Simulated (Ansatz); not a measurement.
WS2: several calculations on one system

## 1. Relaxation

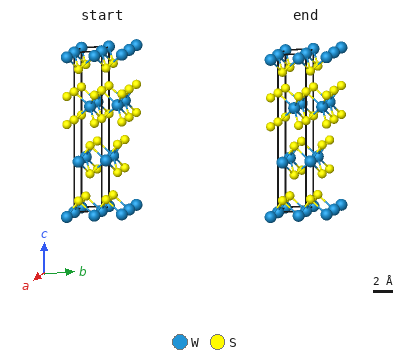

The structure of a crystal of WS$_{2}$ (set up in R3m) before (left) and after (right) a relaxation, at one scale.

A ball-and-stick model of the conventional cell (3 times the calculation's cell), repeated 2 × 2 × 1 with one cell outlined, seen slightly off an axis. Lengths and directions refer to the drawn axes.

Case: relaxed at 8 GPa.

Level of theory: DFT PBEsol, scalar-relativistic, plane waves, PAW in Ansatz. (plane-wave cutoff 420 eV; k-point mesh 12 × 12 × 12; occupations gaussian; smearing width 0.02 eV; target pressure 8 GPa; no spin polarisation; cell and atoms relaxed; force threshold 0.008 eV/Å; at most 50 steps)

Summarise the run.

Answer. The largest moves relative to the cell, 0.066 Å, are those of S atoms. By element the largest moves are S 0.066 Å, W 0.001 Å. The volume changes by +1.9 %, with a = b 3.045 → 3.097 Å (+1.7 %), c 17.335 → 17.075 Å (−1.5 %). Near-neighbour distances that change, for instance: W–W 3.045 → 3.097 Å, S–W 2.329 → 2.381 Å. The space group stays R3m (No. 160). Over 4 accepted moves (5 points after the start) the energy falls by 59.1 meV per atom. With the target pressure of 8 GPa, the enthalpy E + pV changes by −44.4 meV per atom. Largest force component: 1.6 eV/Å at the start, 0.0005 eV/Å at the end. The pressure goes from 21.01 to 8.00 GPa. The SCF was repeated once at an unchanged geometry on a basis and grid sized afresh for the cell, which shifted the energy by 0.1 meV per atom at most. Cost: 2.4 min on 1 thread of Arm Neoverse V1 (shared host), peak memory 0.46 GiB.

## 2. Relaxation

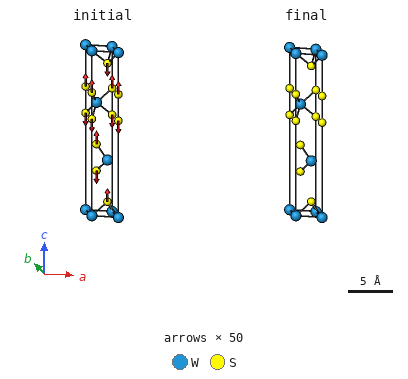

The structure of solid WS$_{2}$ (set up in R3m) before (left) and after (right) a relaxation, at one scale. The red arrows give the displacements (the part carried along by the change of the cell is left out), magnified 50 times.

Style: ball-and-stick. Shown: the conventional cell (3 times the calculation's cell), slightly off an axis. Lengths and directions refer to the drawn axes.

Method: Ansatz 0.2.0, DFT PBEsol, scalar-relativistic, plane waves, PAW.

Input file:
```yaml
crystal:
  lattice:
    - [1.5924332554, 0.9193917687, 6.4898005779]
    - [-1.5924332554, 0.9193917687, 6.4898005779]
    - [0.0, -1.8387835373, 6.4898005779]
  atoms:
    - { symbol: W, position: [0.00066787, 0.00066787, 0.00066787] }
    - { symbol: S, position: [0.41411232, 0.41411232, 0.41411232] }
    - { symbol: S, position: [0.25391981, 0.25391981, 0.25391981] }
basis:
  ecutwfc: 420
kpoints:
  mp_grid: { grid: [12, 12, 12] }
hamiltonian:
  xc: pbesol
scf:
  occupations: { method: gaussian, width: 0.02 }
output:
  forces: true
  stress: true
  eigenvalues: true
  write_density: true
  write_potential: true
  elf: true
  volumetric_format: npy
relax:
  adjacent_minimum: "off"
  f_tol: 0.005
  max_steps: 80
  cell: { stress_tol: 0.05 }
```

Run as
```bash
ansatz run input.yaml --threads 1 --pin off --max-ram 2560MiB --backend cpu --events-out ev --progress --plain --runs-dir out
```

What changed between the two?

After 4 accepted moves (6 points after the start) the energy has fallen by 5.3 meV per atom. Largest force component: 0.12 eV/Å at the start, under 0.0001 eV/Å at the end. The pressure goes from −2.88 to −0.01 GPa. The line search rejected the trial step at point 1 of the run. At 1 point the geometry stayed and the basis and grid were re-selected for the new cell (energy shift of 0.1 meV per atom at most each time). The largest moves relative to the cell, 0.033 Å, are those of S2 and S3. S3 goes along +c. W stays in place. The volume changes by −3.9 %, with a = b 3.185 → 3.147 Å (−1.2 %), c 19.469 → 19.155 Å (−1.6 %). Among the contacts that change: W1–W1 3.185 → 3.147 Å, W1–S2 2.411 → 2.399 Å. The space group stays R3m (No. 160).

## 3. Series

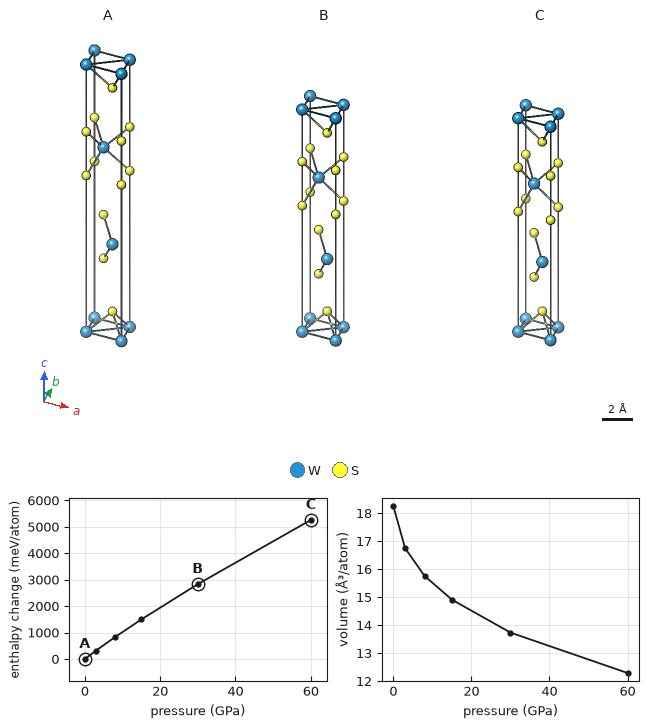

Members of a series of calculations on crystalline WS₂ (set up in R3m), marked on the first curve. Style: ball-and-stick. Shown: the conventional cell (3 times the calculation's cell), from a free direction. Lengths and directions refer to the drawn axes.

Theory: Ansatz 0.2.0, DFT PBEsol, scalar-relativistic, plane waves, PAW. Set-up: plane-wave cutoff 420 eV; occupations gaussian; no spin polarisation. The k-mesh is chosen for each cell (12×12×12, 18×18×18). Smearing widths differ between the runs.

How does the crystal respond to pressure?

The structure is relaxed at several pressures. A (pressure 0.0 GPa): enthalpy change 0.0 meV/atom, volume 18.26 Å³ per atom. B (pressure 30.0 GPa): enthalpy change 2836 meV/atom, volume 13.74 Å³ per atom. C (pressure 60.0 GPa): enthalpy change 5262 meV/atom, volume 12.29 Å³ per atom. The rest compares A with C. The volume changes by −32.7 %, with a = b 3.147 → 2.890 Å (−8.2 %), c 19.155 → 15.299 Å (−20.1 %). Near-neighbour distances before and after: W–W 3.147 → 2.890 Å, S–W 2.399 → 2.293 to 2.308 Å.
